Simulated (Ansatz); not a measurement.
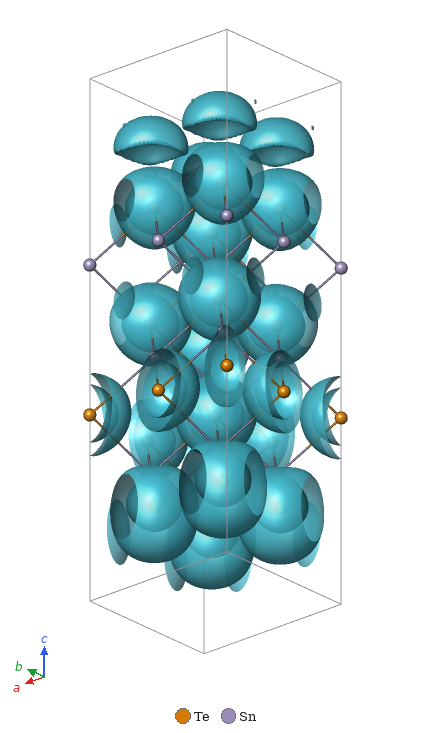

Figure. SnTe (slab). Isosurface of the electron localisation function at 0.55 (cyan), seen at an oblique angle. Core shells and regions of very low density are left out. Sticks mark near contacts.

Not relaxed (largest force 1.6 eV/Å).

Computed with Ansatz 0.2.0, DFT PBE, scalar-relativistic, plane waves, PAW.

Core electrons are frozen (PAW), and the valence fields are smoothed inside the atomic spheres.

```
CELL_PARAMETERS angstrom
4.53466 0.00000 0.00000
-2.26733 3.92713 0.00000
0.00000 0.00000 27.95886
ATOMIC_POSITIONS crystal
Te 0.33333 0.66667 0.26825
Sn 0.66667 0.33333 0.33447
Te 0.00000 0.00000 0.40068
Sn 0.33333 0.66667 0.46689
Te 0.66667 0.33333 0.53311
Sn 0.00000 0.00000 0.59932
Te 0.33333 0.66667 0.66553
Sn 0.66667 0.33333 0.73175
```

### What do the ELF domains correspond to?

At this value the surface marks out one region on Te in which the atom's valence shell and bonds are merged, one lobe on Sn, pointing away from the bonds (lone pairs) and three regions wrapped around Te (the valence shell of each), counted in one cell of 8 atoms. Counts are for one cell; the picture repeats the cell along the surface. Along the contacts the grid gives the following. Sn–Te (3.21 Å): the ELF peaks at about 0.65 in the valence shell of Te, 1.3 Å from its nucleus, and drops to about 0.30 between the two atoms.

### Does the calculation give a band gap?

It is metallic or semimetallic at this level of theory: no gap opens.
